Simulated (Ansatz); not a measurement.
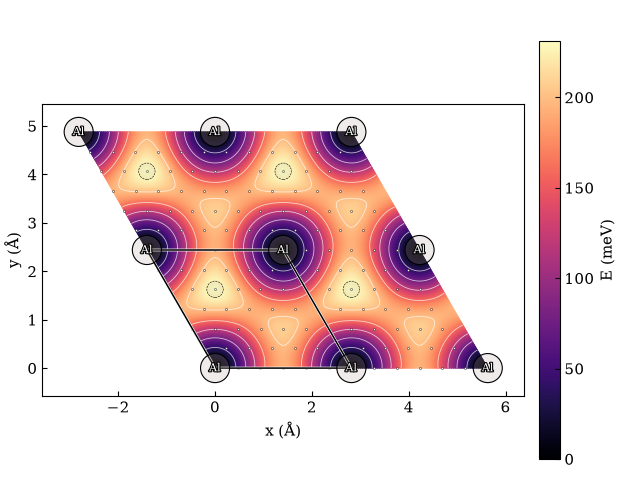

H on an Al(111) slab cut from the Fm-3m phase, its upper half relaxed before the scan (12 atoms of substrate and one adsorbate in a 2 × 2 cell). 
- H is moved over the surface cell at a fixed height above a rigid substrate; the origin of the map has the adsorbate above Al9; the height is held at 2.50 Å.
- Places are given modulo a cell vector. The map is drawn in real space over the plane of the surface.
- The scan uses a 6 × 6 grid; 10 points were computed and 26 follow by symmetry.
- Places are given in fractions of the 1 × 1 surface cell.
- Energies are in meV, from the lowest grid point.
- The runs have no spin polarisation, so an open-shell adsorbate far from the surface lies too high. At a fixed height the lowest place need not be the adsorption site.
- Computed with DFT PBE+D3(BJ), scalar-relativistic, plane waves, PAW (Ansatz 0.2.0). Settings: cutoff 420 eV, k-mesh 6×6×1, gaussian smearing 0.1 eV, no spin polarisation.

The picture shows a smooth colour map with a few white contour lines, dots at the grid points, labelled circles for the atoms of the top layer and small ones for the second layer, the outline of one cell of the 2 × 2 shown. Between grid points the surface is interpolated.

The lowest grid point is at the top site over a surface Al atom, (0/6, 0/6) of the cell vectors. It is the only kind of minimum in the scanned range. The highest grid point, a threefold hollow over a second-layer Al atom, (2/6, 4/6) of the cell vectors, lies 231 meV above the lowest. On the interpolated surface the easiest way out of the lowest well to its copy in the next cell or period passes a barrier of about 193 meV. At the lowest point the adsorbate has 1 Al at 2.50 Å as nearest neighbours, at the highest 3 Al at 2.98 Å.

The scan is repeated with another setting: the height is held at 2.80 Å; all else is set up alike.

What will the new map look like?

Answer. The lowest place stays at the top site over a surface Al atom, (0/6, 0/6) of the cell vectors. The span from the lowest to the highest grid point shrinks from 231 to 134 meV. The easiest pass out of the lowest well goes from about 193 to about 110 meV on the interpolated surfaces. In the new map: at the lowest point the adsorbate has 1 Al at 2.80 Å as nearest neighbours, at the highest 3 Al at 3.24 Å.

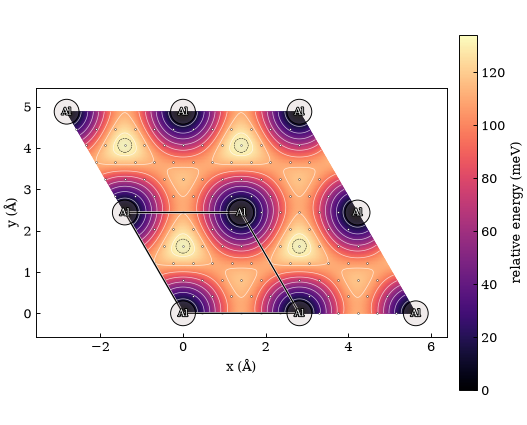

The map after the change, on a colour scale of its own. Drawn: a smooth colour map with a few white contour lines, dots at the grid points, labelled circles for the atoms of the top layer and small ones for the second layer, the outline of one cell of the 2 × 2 shown. Between grid points the surface is interpolated.

PAW datasets: the set soft_1.
